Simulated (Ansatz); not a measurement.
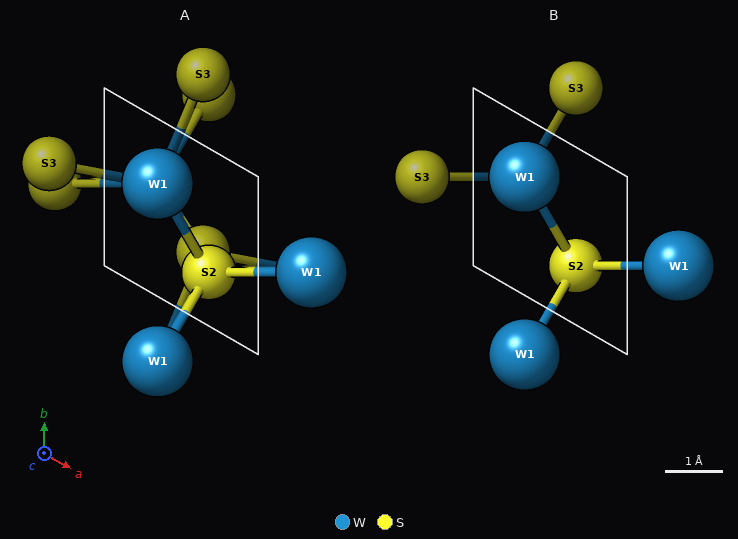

Two geometries of a crystal of WS₂ (set up in P1), drawn at one scale. One is the start of a relaxation, the other its converged end. Style: ball-and-stick. Shown: the cell of the calculation, along the c axis.

The calculation used DFT LDA, scalar-relativistic, plane waves, PAW in Ansatz. (plane-wave cutoff 420 eV; k-point mesh 12 × 12 × 2; occupations gaussian; smearing width 0.05 eV; no spin polarisation; atoms relaxed in a fixed cell; force threshold 0.01 eV/Å; at most 80 steps)

**Which one is relaxed?**

Structure B is the relaxed one. S3 moves most: 0.30 Å roughly along [3 −3 1]. By element the largest moves are S 0.30 Å, W 0.15 Å. The cell doesn't change. Among the contacts that change: W1–S3 1.950 → 2.386 Å, W1–S3 (another image) 2.456 → 2.386 Å, W1–S3 (another image) 2.338 → 2.386 Å. Among the angles between lasting bonds that change: S3–W1–S3 93.1° → 81.9°, W1–S3–W1 93.1° → 81.9°, S2–W1–S3 125.0° → 135.6°. The space group (tolerance 0.01 Å) goes from P1 (No. 1) to P-6m2 (No. 187). Over 4 accepted moves (5 points after the start) the energy falls by 2.329 eV per cell of the calculation. Largest force component: 10 eV/Å at the start, 0.0024 eV/Å at the end. 1 step only repeated the SCF at the same geometry. The run took 3.4 min on 1 thread of Arm Neoverse V1, with other jobs on the host, peak memory 0.59 GiB.
